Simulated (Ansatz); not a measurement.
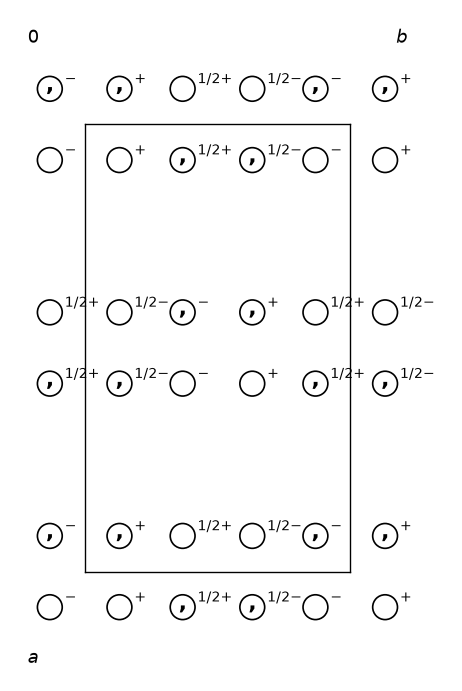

General positions of a space group, projected down c, computed from the operations of a computed or model structure of composition Br.

A circle is a general position, a comma marks the mirror image, + and − with a fraction give the height (along the projection axis: ½+ is ½ plus the coordinate, − is its negative), and a split circle stands for two positions above each other.

Give the Hermann–Mauguin symbol and number.

No. 64, Cmce; C-centred orthorhombic, point group mmm, 16 general positions a cell.

Write the general positions (in any order).

For each centring vector (0, 0, 0), (1/2, 1/2, 0):
x, y, z
−x, −y, −z
−x+1/2, −y, z+1/2
x+1/2, y, −z+1/2
x, −y, −z
−x, y, z
−x+1/2, y, −z+1/2
x+1/2, −y, z+1/2
